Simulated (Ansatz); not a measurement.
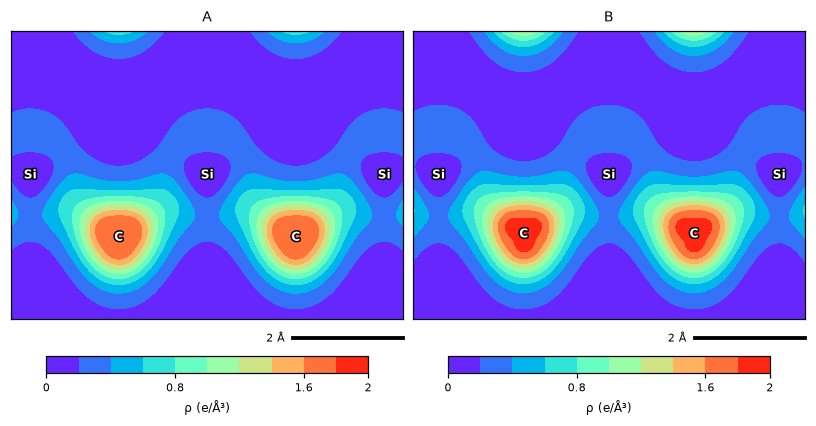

SiC. The valence pseudo-density of two cells that differ in size and shape, on the (101̄) plane of each (indices in the axes of the calculation cell), at one length scale and on one colour scale: A has 11.8 Å³ an atom and B 10.0.

Level of theory: DFT PBE, scalar-relativistic, plane waves, PAW (Ansatz 0.2.0).

The larger cell:

```xyz
2
Lattice="0.0000 2.2742 2.2742 2.2742 0.0000 2.2742 2.2742 2.2742 0.0000" Properties=species:S:1:pos:R:3 pbc="T T T"
Si    0.0000    0.0000    0.0000
C     3.4113    3.4113    3.4113
```

The smaller cell: a = 3.096 Å, b = 3.096 Å, c = 3.000 Å, α = 58.93°, β = 58.93°, γ = 60.00°.

Question: What does the compression do to the bonding and the properties?

Answer: From the larger cell to the smaller, Si–C goes from 1.97 to 1.89 Å, and the density at its midpoint from 0.79 to 0.88 e/Å³; the pressure goes from −19 to 12 GPa; the Kohn–Sham gap goes from 1.5 eV to 1.1 eV.
